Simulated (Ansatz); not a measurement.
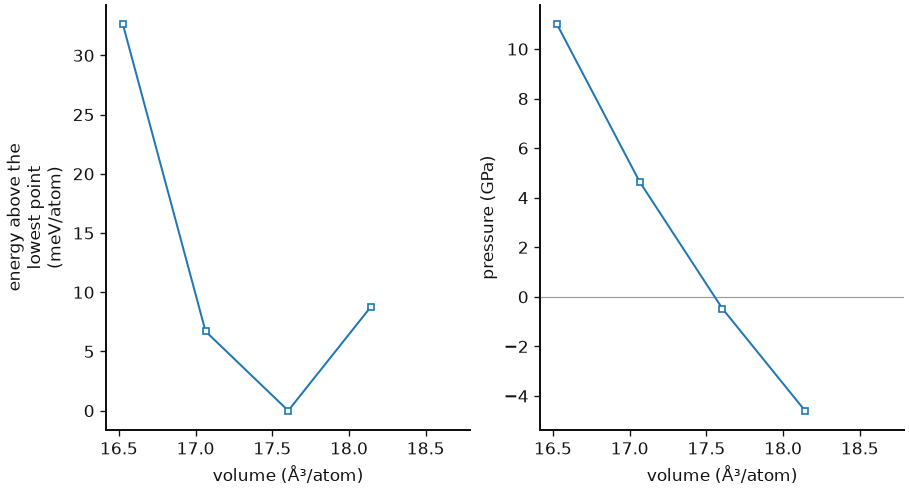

The picture above shows the energy above the lowest point and pressure against volume for Au, space group Fm-3m (No. 225) (one of a set of cubic test structures, which need not be the stable phase).

Computed with Ansatz 0.2.0 development build: equation of state of a cubic crystal from periodic Kohn-Sham density functional theory without spin, third-order Birch-Murnaghan fit to the free energies; pressure corrected for the finite basis. Level: r2SCAN, no spin-orbit coupling.

- structure type: fcc
- atoms in cell: 1
- space group number: 225
- lattice centring: face-centred primitive
- k mesh: 14×14×14
- occupation method: Fermi–Dirac
- occupation width: 0.1 eV
- wave cutoff: 930 eV
- datasets: hand-made PAW
- density tolerance: 1e−09 eV
- bands: 14
- density cutoff ratio: 4
- search for lower states: default
- xc grid level: 2

The point at volume 18.68 Å³/atom is left out of the plot. What does the calculation give there?

| volume (Å³/atom) | energy above the lowest point (meV/atom) | pressure (GPa) |
| --- | --- | --- |
| 18.68 | 30.0 | −7.9 |
